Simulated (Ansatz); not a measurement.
## Single-point calculation of Al2Cu

The run: single-point calculation of Al2Cu (I4/mmm, 3 atoms in the cell). Method and program: DFT PBEsol, scalar-relativistic, plane waves, PAW, no spin polarisation (Ansatz 0.2.0).

The structure derives from a Materials Project entry. Figures and captions count atoms from 1; the log counts them from 0 in places.

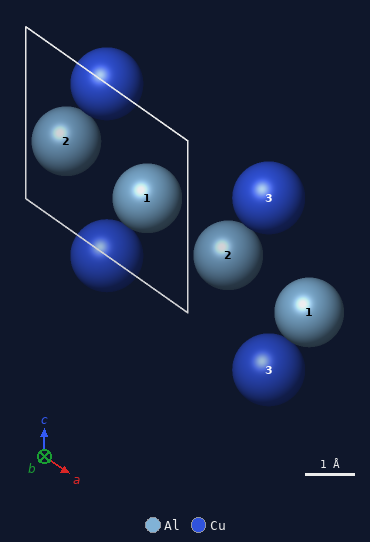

Fig. 1: The structure as given in the input (spheres-only view of the cell of the calculation, repeated 2 × 1 × 1, along the b axis; atoms are numbered from 1 in the order of the input). An atom can appear more than once, as a periodic image.

Summary

- outcome: converged
- space group (tolerance 0.01 Å): I4/mmm (139)
- electrons treated: 25
- free energy: −7638.4167 eV
- Fermi energy: 9.295 eV
- gap on the k-point mesh: none (metallic)
- pressure: −0.25 GPa
- largest force (length of the vector): under 0.001 eV/Å
- hardware: 1 thread of Arm Neoverse V1, 24 GiB of memory available, shared host
- wall time: 2.3 s
- peak memory: 0.31 GiB

Input
```yaml
crystal:
  lattice:
    - [-2.0303375, 2.0303375, 2.851094]
    - [2.0303375, -2.0303375, 2.851094]
    - [2.0303375, 2.0303375, -2.851094]
  atoms:
    - { symbol: Al, position: [0.75, 0.25, 0.5] }
    - { symbol: Al, position: [0.25, 0.75, 0.5] }
    - { symbol: Cu, position: [0.5, 0.5, 0.0] }
basis:
  ecutwfc: 420
kpoints:
  mp_grid: { grid: [6, 6, 6] }
hamiltonian:
  xc: pbesol
scf:
  occupations: { method: gaussian, width: 0.1 }
output:
  forces: true
  stress: true
  eigenvalues: true
```

Run as:
```bash
ansatz run input.yaml --threads 1 --pin off --max-ram 2560MiB --backend cpu --events-out ev --progress --plain --runs-dir out
```

The program's output
```
Engine: ansatz 0.2.0, aarch64-unknown-linux-gnu
Pseudopotentials: kind: paw
Pseudopotential: Al, paw, valence charge 3, recommended cutoff 420 eV (normal), Al.paw.azcp
Pseudopotential: Cu, paw, valence charge 19, recommended cutoff 420 eV (normal), Cu.paw.azcp
Functional definition: PBEsol
  exchange = pbesol_x
  correlation = pbesol_c
Crystal: 3 atoms, lattice volume = 47.012 Å³
Basis set: ecut = 420 eV, 925 PW (Γ), exchange–correlation on 60×60×60 points (8 copies of the dense FFT grid, shifted against one another)
Bands: 17, of which v1, the nominal top of the filled ones, is band 13 counted from 1 (12 counted from 0)
Symmetry: 16 space group operations
Space group: I4/mmm (ITA 139), of the structure as read, at distance tolerance 3.6e-5 Å
k-points: 30 of 216
Non-local potential: Al, projectors of the file, l = 0: 2, l = 1: 2, l = 2: 1
Non-local potential: Cu, projectors of the file, l = 0: 3, l = 1: 2, l = 2: 3, l = 3: 1
PAW form: soft (Blöchl's): semilocal exchange-correlation on the pseudo side does not see the compensation charge
PAW frozen core: Al, regenerated for the run's functional, and the local potential with it (the file was generated under x = pbe(κ = 0.804, μ = 0.2195149727645171), c = pbe(β = 0.06672455060314922))
PAW frozen core: Cu, regenerated for the run's functional, and the local potential with it (the file was generated under x = pbe(κ = 0.804, μ = 0.2195149727645171), c = pbe(β = 0.06672455060314922))
PAW one-centre angular grid: Al, 110 points (default); XC on 64 Gauss nodes
PAW one-centre angular grid: Cu, 590 points (default); XC on 64 Gauss nodes
Initial density: superposition of atomic densities (neutral atoms: chi_scale 0, normalization atom), corrected by the library's trained network
Initial wavefunctions: pseudopotential atomic-orbital guess
Functional: x = pbesol(κ = 0.804, μ = 0.12345679012345678), c = pbesol(β = 0.046)
SCF iter   1: F=—  HF=-7638.420721 eV  |F-HF|=—  |Δ(HF+E_count)|=         —  Δρ=9.12e-3  dr2=2.16e-2  ethr=1.77e-3  ⟨swp⟩=5.1  Hψ=2532  notcnv=0
preconditioner: auto → Kerker (q_TF=auto, 2.456 Å⁻¹)  [metal: Δε(μ)=0.073 eV  Ē_g=8.439 eV  σ=0.100 eV  W_gap=0.39  n_scr=14 (ndim 8)  ℏωp=22.3 eV  f_vac=0.002  D(μ)=1.11/eV (n_scr^D=8)]
SCF iter   2: F=—  HF=-7638.416796 eV  |F-HF|=—  |Δ(HF+E_count)|=   3.92e-3  Δρ=1.12e-3  dr2=6.22e-4  ethr=8.63e-5  ⟨swp⟩=2.0  Hψ=1028  notcnv=0  defer=4
SCF iter   3: F=—  HF=-7638.416681 eV  |F-HF|=—  |Δ(HF+E_count)|=   1.15e-4  Δρ=1.05e-3  dr2=4.73e-4  ethr=2.49e-6  ⟨swp⟩=2.0  Hψ=670  notcnv=0  defer=4
SCF iter   4: F=—  HF=-7638.416711 eV  |F-HF|=—  |Δ(HF+E_count)|=   2.97e-5  Δρ=3.57e-4  dr2=8.43e-5  ethr=1.89e-6  ⟨swp⟩=1.0  Hψ=500  notcnv=0  defer=4
SCF iter   5: F=—  HF=-7638.416713 eV  |F-HF|=—  |Δ(HF+E_count)|=   2.09e-6  Δρ=7.24e-5  dr2=3.93e-6  ethr=3.37e-7  ⟨swp⟩=1.2  Hψ=539  notcnv=0  defer=4
SCF iter   6: F=—  HF=-7638.416713 eV  |F-HF|=—  |Δ(HF+E_count)|=   3.36e-7  Δρ=2.84e-5  dr2=5.08e-7  ethr=1.57e-8  ⟨swp⟩=2.5  Hψ=754  notcnv=0  defer=4
SCF iter   7: F=-7638.416712 eV  HF=-7638.416712 eV  |F-HF|=2.11e-8  |Δ(HF+E_count)|=   1.25e-7  Δρ=4.76e-6  dr2=1.35e-8  ethr=4.00e-10  ⟨swp⟩=4.9  Hψ=1822  notcnv=0
the search or the solves at the SCF's close seem to have found levels that the self-consistency loop had missed (the run counts 1). By its estimate they hold under 1e-12 electrons; where the run keeps them, the occupations were computed again with them
SCF 1 converged in 7 iterations: F = -7638.416712 eV  dr2 = 1.35e-8
  greatest PAW one-centre occupation: 1.000 electrons in one spin orbital (limit 2), on the Cu atom at site 2 (counted from 0), in its partial waves of l = 0
SCF converged after 7 iterations
Free energy (F): -7638.416712 eV
Harris-Foulkes:  -7638.416712 eV  (|F-HF|=2.11e-8)
Internal energy: -7638.411164 eV  (E = F + TS)
E sigma→0 (E₀):  -7638.413938 eV
Entropy (-TS):   -0.005548 eV (-1.849 meV/atom)
Fermi energy:    9.295433 eV
--- Per-component energies (eV) ---
  E_band       = -491.596175
  E_kinetic    = 346.838716
  E_local      = -5883.174951  (includes V_loc(G=0)·N_el)
  E_nonlocal   = 403.531425
  E_hartree    = 2630.428295
  E_xc         = -169.312316
  E_vxc        = -175.721296  (∫ρ·V_xc dr)
  E_paw        = -2528.805217  (= ΣΔE_a)
  E_vpaw       = -443.936056  (= ΣTr[D̂ρ^β])
  E_aug_tail   = 0.000238  (compensation charges beyond the density's cutoff)
  E_ewald      = -2438.161835
  E_core_change = 0.244480  (= ΣΔE_core)
  E_smearing   = -0.005548  (= −TS)
  E_closure    = -0.000000  (closes the sum)
  Σ components = -7638.416712   (vs F -7638.416712, Δ=0.00e0)
--- Forces (eV/Å), atoms counted from 1 ---
  atom   1  Al     0.00000000     0.00000000     0.00000000
  atom   2  Al    -0.00000000     0.00000000     0.00000000
  atom   3  Cu    -0.00000000    -0.00000000     0.00000000
  max |Σ_I F_I| component: 1.73e-17 eV/Å
--- Stress (GPa, compression-positive) ---
       -0.281634       0.000000      -0.000000
        0.000000      -0.281634      -0.000000
        0.000000       0.000000      -0.195068
  P = ⅓ Tr σ = -0.2528 GPa (-2.528 kbar)
--- Band table (eV; the first three rows and the last of 30) ---
  k-point 0: bands = ["-104.2334", "-61.7324", "-61.7324", "-61.7286", "-0.9555", "4.7467", "4.7539", "4.7539", "5.3226", "5.3341", "12.2076", "12.2076", "12.2600", "12.2812", "12.3601", "12.3601", "13.7119"]
  k-point 1: bands = ["-104.2334", "-61.7324", "-61.7324", "-61.7286", "-0.4579", "4.6122", "4.8251", "4.8342", "5.2335", "5.3719", "9.7532", "9.8105", "10.4717", "11.0438", "12.9022", "15.3668", "15.4695"]
  k-point 2: bands = ["-104.2334", "-61.7325", "-61.7324", "-61.7286", "1.0064", "4.3254", "4.9210", "5.0590", "5.0716", "5.4532", "7.1356", "8.0342", "8.0867", "10.0863", "11.2839", "17.8384", "17.8407"]
  k-point 29: bands = ["-104.2334", "-61.7324", "-61.7324", "-61.7287", "3.2305", "3.4491", "4.1533", "5.2674", "5.2674", "5.4910", "5.6061", "7.3133", "7.3133", "9.7127", "10.8233", "18.3648", "20.0451"]
```

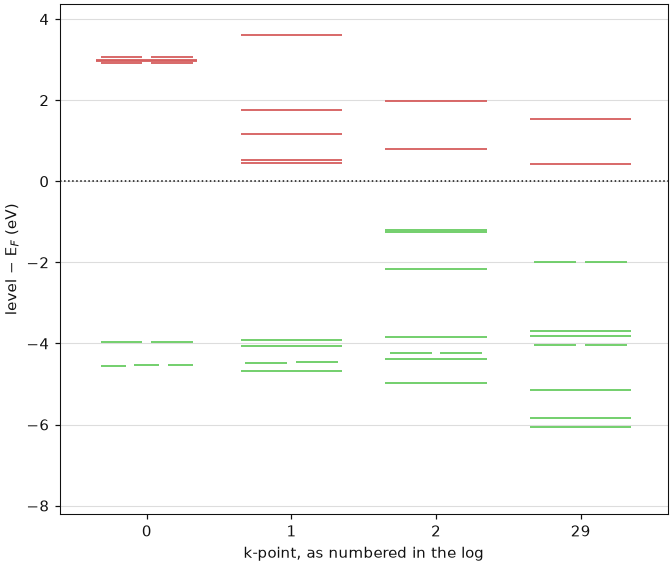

Fig. 2: Kohn–Sham levels near the Fermi level (dotted) at the few k-points that the log prints; levels within 0.02 eV of each other stand side by side. The system is metallic on the full mesh.
